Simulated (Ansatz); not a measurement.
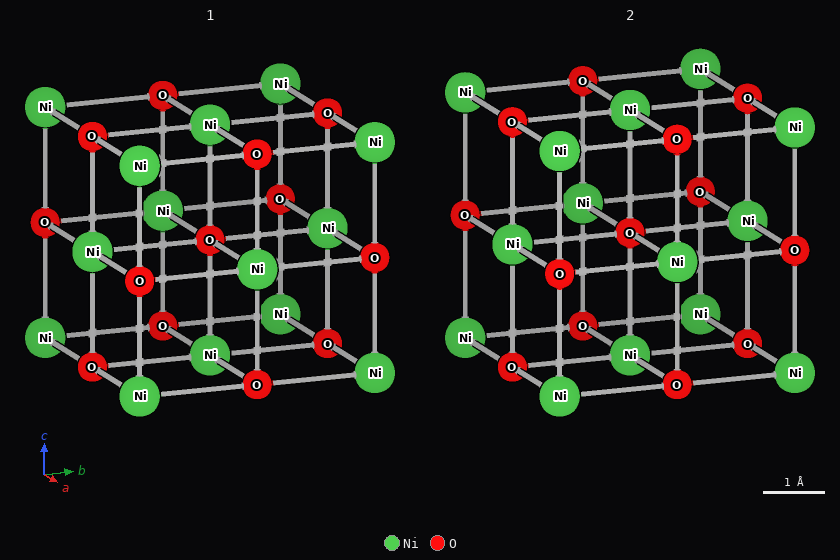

Two geometries of solid NiO (set up in Fm-3m): one is the relaxed structure, the other was perturbed away from it. Style: ball-and-stick. Shown: the conventional cell (2 times the calculation's cell), slightly off an axis. Lengths and directions refer to the drawn axes.

Level of theory: Ansatz, DFT r2SCAN, scalar-relativistic, plane waves, PAW. (plane-wave cutoff 500 eV; k-point mesh 10 × 10 × 8; occupations gaussian; smearing width 0.02 eV; collinear spin)

### Which is the distorted one, and what does the distortion cost?

Structure 1 is the perturbed one. Strain along c alone, −6.0 %, is applied. Symmetry leaves the atoms no freedom, so this is a single point. Energy change: +50.6 meV per atom. Pressure: 0.0 GPa before, 17.3 GPa after. The principal stresses (compression positive) are 33.1 GPa along c and 9.3 GPa across it. All forces vanish by symmetry. The absolute magnetisation stays at 4.03 μB per cell. Some distances before and after: Ni–O 2.094 → 1.969 to 2.094 Å. The space group (tolerance 0.01 Å) goes from Fm-3m (No. 225) to I4/mmm (No. 139).
